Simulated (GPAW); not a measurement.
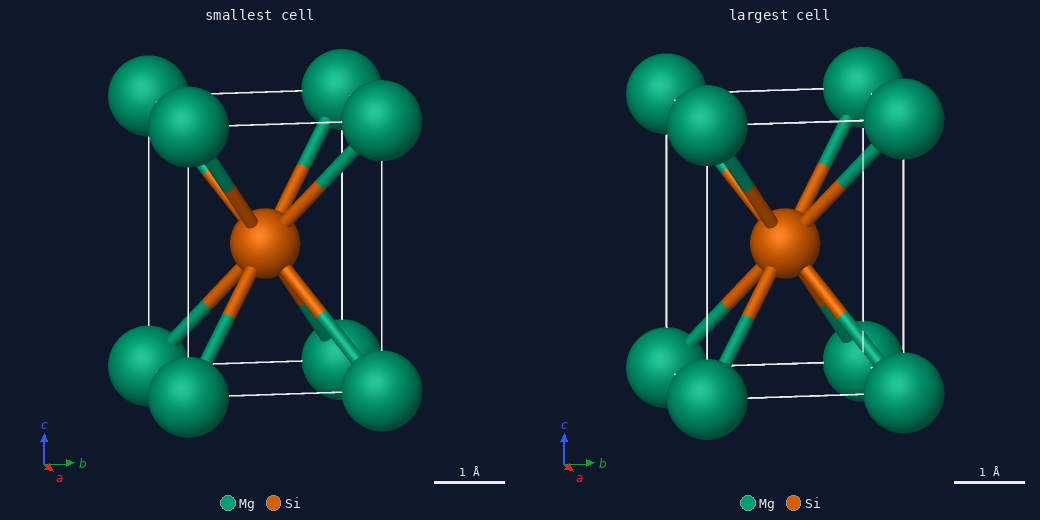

MgSi, CuAu (L1₀) type, space group P4/mmm (No. 123), relaxed (cell and atoms, zero pressure) with five choices of dispersion term on top of PBEsol; the smallest and the largest of the relaxed conventional cells are drawn to one scale (sticks follow a distance rule). The start was a structure listed in the Materials Project. It needn't be the stable form of this composition.

Alike in all runs: GPAW 26.7.0; functional PBEsol; potentials PAW data sets generated in the run's folder for this functional; cutoff 800 eV; k mesh 8 × 8 × 6 on the run's cell of 2 atoms; occupations fermi-dirac, width 0.05 eV; no spin polarisation; no spin-orbit coupling. All runs are metallic.

| level | volume (Å³/atom) | a (Å) | c (Å) |
| --- | --- | --- | --- |
| none | ? | ? | ? |
| D3(BJ)-ATM | 16.28 | 2.864 | 3.971 |
| D3(BJ) | 16.16 | 2.857 | 3.961 |
| D4 | 16.61 | 2.884 | 3.994 |
| D3 | 16.49 | 2.875 | 3.989 |

What does none give?

Volume 16.95 Å³/atom; a 2.905 Å; c 4.015 Å. That is the largest volume of all.

Order the levels by the relaxed volume, smallest first.

D3(BJ) (16.16 Å³/atom), D3(BJ)-ATM (16.28 Å³/atom), D3 (16.49 Å³/atom), D4 (16.61 Å³/atom), none (16.95 Å³/atom). Rows within a few tenths of a per cent can't be told apart.

Caveat: later steps reuse the first step's grids; pairwise dispersion terms can overbind metals strongly.
